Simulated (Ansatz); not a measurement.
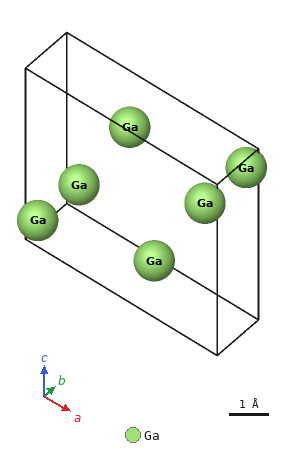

Crystalline Ga (built on the O_12 type) (coarse preliminary run), before the relaxation. Style: ball-and-stick. Shown: the conventional cell (2 times the calculation's cell), slightly off an axis. Lengths and directions refer to the drawn axes.

Case: O type (C2/m, No. 12).

Theory: DFT PBE, scalar-relativistic, plane waves, PAW in Ansatz 0.2.0.

The input:
```yaml
crystal:
  lattice:
    - [2.9358238797, -1.8632130452, 0.0]
    - [2.9358238797, 1.8632130452, 0.0]
    - [-2.1354301556, 0.0, 4.0730847836]
  atoms:
    - { symbol: Ga, position: [0.064, 0.064, 0.153] }
    - { symbol: Ga, position: [0.936, 0.936, 0.847] }
basis:
  ecutwfc: 420
kpoints:
  mp_grid: { grid: [6, 6, 4] }
hamiltonian:
  xc: pbe
scf:
  occupations: { method: gaussian, width: 0.1 }
  lower_state_search: "off"
output:
  forces: true
  stress: true
  eigenvalues: true
relax:
  adjacent_minimum: "off"
  f_tol: 0.04
  max_steps: 70
  cell: { stress_tol: 0.4 }
```

Q: What does the optimiser find from here?

A: The largest moves relative to the cell, 0.64 Å, are those of Ga1 and Ga2. Ga2 goes along [−2 0 −3]. Cell: a 5.872 → 4.350 Å (−25.9 %), b 3.726 → 4.110 Å (+10.3 %), c 4.599 → 4.887 Å (+6.3 %), β 117.7° → 114.2°. Volume −10.6 %. Among the contacts that change: Ga1–Ga2 4.607 → 2.812 Å, Ga1–Ga2 (another image) 1.250 → 2.626 Å, Ga1–Ga2 (another image) 3.603 → 2.886 Å, Ga1–Ga2 (another image) 3.458 → 2.759 Å. New bonds form: Ga1–Ga2 (3.46 → 2.76 Å), Ga1–Ga2 (3.60 → 2.89 Å), Ga1–Ga2 (4.61 → 2.81 Å). The space group stays C2/m (No. 12). The energy falls by 34.222 eV per cell of the calculation in 23 accepted moves (30 points after the start). The largest force component goes from 130 to 0.01 eV/Å. The pressure goes from 190.24 to −0.20 GPa. The line search rejected the trial steps at points 11, 14, 17, 20, 27 of the run. The SCF was repeated twice at an unchanged geometry on a basis and grid sized afresh for the cell, which shifted the energy by 5.6 meV per cell of the calculation at most.

History of the run:

```tsv
step	E − E(0), meV/atom	largest force component, eV/Å	pressure, GPa	volume, Å³/atom	note
0	0.00	130.8676	190.24	22.280	
1	-13717.17	26.0116	46.58	22.657	
2	-15011.09	15.8360	28.09	23.465	
3	-16379.60	5.7821	10.31	22.692	
4	-16861.65	2.0056	3.19	22.046	
5	-17007.22	0.5201	0.15	21.845	
6	-17036.27	0.1809	-0.52	21.875	
7	-17063.53	0.0381	0.37	21.448	
8	-17056.46	0.0432	0.28	21.872	
9	-17053.93	0.0479	-0.03	22.043	
10	-17053.17	0.0495	-0.41	22.515	
11	-17048.43	0.3088	-0.42	22.597	rejected
12	-17063.47	0.0049	-0.19	22.231	
13	-17071.41	0.0424	0.05	21.958	
14	-17077.38	0.2000	0.59	21.579	rejected
15	-17076.69	0.0134	0.25	21.911	
16	-17077.13	0.0517	0.12	21.942	
17	-17065.56	0.1789	-0.72	22.336	rejected
18	-17074.83	0.0829	0.05	22.069	
19	-17074.82	0.0013	-0.01	22.084	
21	-17075.52	0.0069	-0.02	22.073	
22	-17075.11	0.0210	-0.08	22.105	
23	-17074.06	0.0146	-0.07	22.149	
24	-17073.63	0.0137	-0.09	22.168	
25	-17076.44	0.0137	-3.62	22.168	same geometry, new basis
26	-17103.52	0.2015	-0.68	20.324	
27	-17101.25	0.1420	2.76	18.851	rejected
28	-17110.91	0.0925	-0.14	19.909	
29	-17111.41	0.0102	-0.23	19.920	
30	-17110.77	0.0100	-0.20	19.920	same geometry, new basis
```

The structure at the end:

```
CELL_PARAMETERS angstrom
2.17139 -2.05517 -0.12281
2.17139 2.05517 -0.12281
-1.74978 0.00000 4.56274
ATOMIC_POSITIONS crystal
Ga 0.16045 0.16045 0.29356
Ga 0.83955 0.83955 0.70644
```

The end point in the same view:

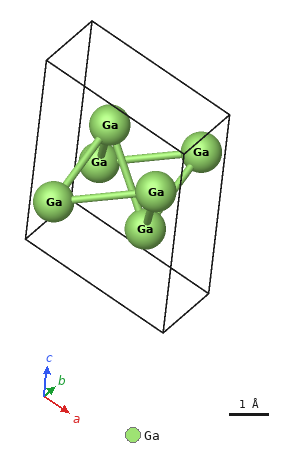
